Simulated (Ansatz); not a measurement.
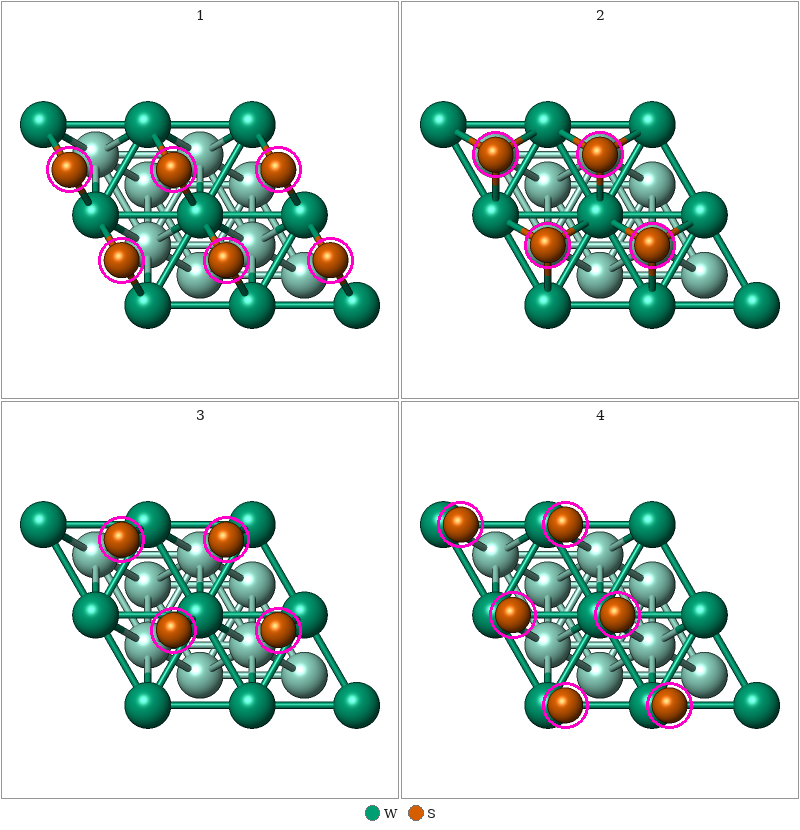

S on a W(111) slab cut from the Fm-3m phase, its upper half relaxed before the scan (3 atoms of substrate and one adsorbate in a 1 × 1 cell). S is moved over the surface cell; relaxed at each place: the height of the adsorbate's atoms; substrate rigid; the origin of the map has the adsorbate above W3. Places are given modulo a cell vector. The map is drawn in real space over the plane of the surface. Grid: 6 × 6 points; 10 points were computed and 26 follow by symmetry. All energies are given in eV relative to the lowest grid point. With one adsorbate in each 1 × 1 cell, its nearest image is 2.9 Å away, so neighbouring adsorbates interact. Theory: DFT PBE, scalar-relativistic, plane waves, PAW (Ansatz 0.2.0). Settings: cutoff 420 eV, k-mesh 9×9×1, gaussian smearing 0.1 eV, no spin polarisation.

The numbered pictures are structures from this grid. Rings mark the moved atoms.

Which is the most stable, and how do the others follow?

Answer. 2, at a threefold hollow over a second-layer W atom, (2/6, 4/6) of the cell vectors: 0.00 eV; 1, at a bridge site between two W atoms, (0/6, 3/6) of the cell vectors: 0.99 eV; 3, at (4/6, 5/6) of the cell vectors [nearest 1 W at 2.25 Å]: 1.49 eV; 4, at (1/6, 0/6) of the cell vectors [nearest 1 W at 2.27 Å]: 1.72 eV.

The map, with the structures marked:

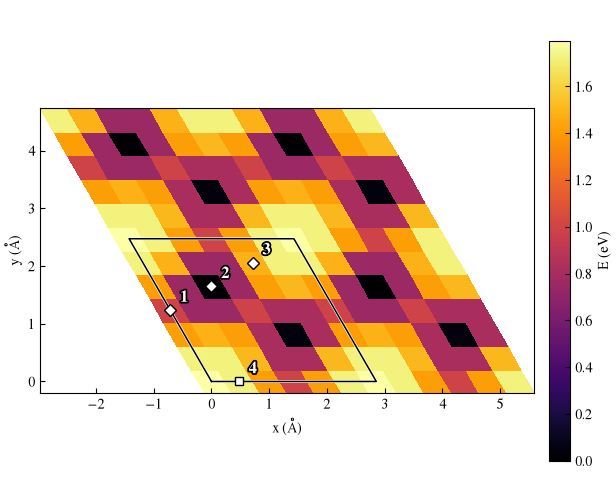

Drawn: one coloured cell a grid point, the outline of one cell of the 2 × 2 shown.

PAW datasets: the set soft_1.
